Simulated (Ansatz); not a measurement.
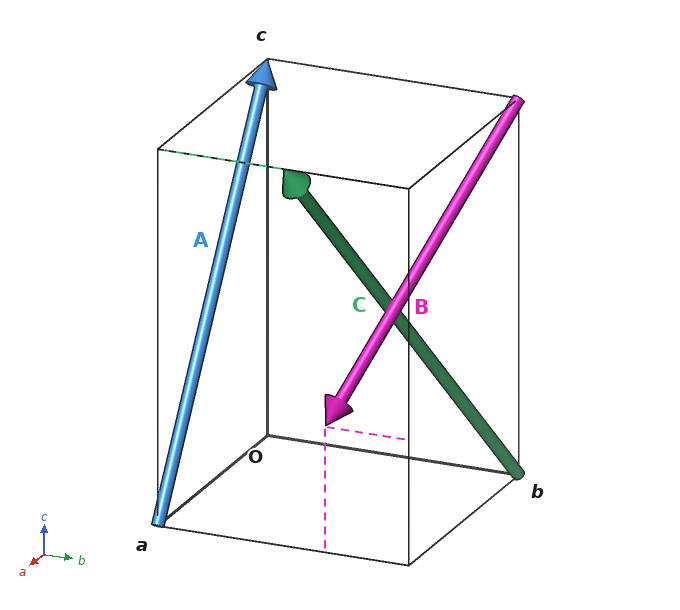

Crystal: SiO₂, coordinates from a relaxation with DFT PBEsol, scalar-relativistic, plane waves, PAW in Ansatz 0.2.0. Each arrow starts at a corner of the unit cell and ends on its surface; where a tip isn't a corner, dashed lines run from it parallel to the axes. The drawing is computed from the coordinates (standard cell, symmetry found to 0.002 Å).

a = 4.980 Å, b = 4.980 Å, c = 7.337 Å, α = 90.00°, β = 90.00°, γ = 90.00°.

> Which lattice directions are drawn?

Arrow A runs from (1, 0, 0) to (0, 0, 1), so [−1 0 1]; Arrow B runs from (0, 1, 1) to (1, 2/3, 1/3), so [3 −1 −2]; Arrow C runs from (0, 1, 0) to (1, 1/2, 1), so [2 −1 2].

> How long is the vector ua + vb + wc in each case, and what angles do the directions make?

A 8.868 Å; B 21.525 Å; C 18.421 Å. A–B: 162.5°. A–C: 69.2°. B–C: 96.0°.

> In I-42d, No. 122, how many directions are equivalent to A (Laue class 4/mmm, both senses counted)?

8.
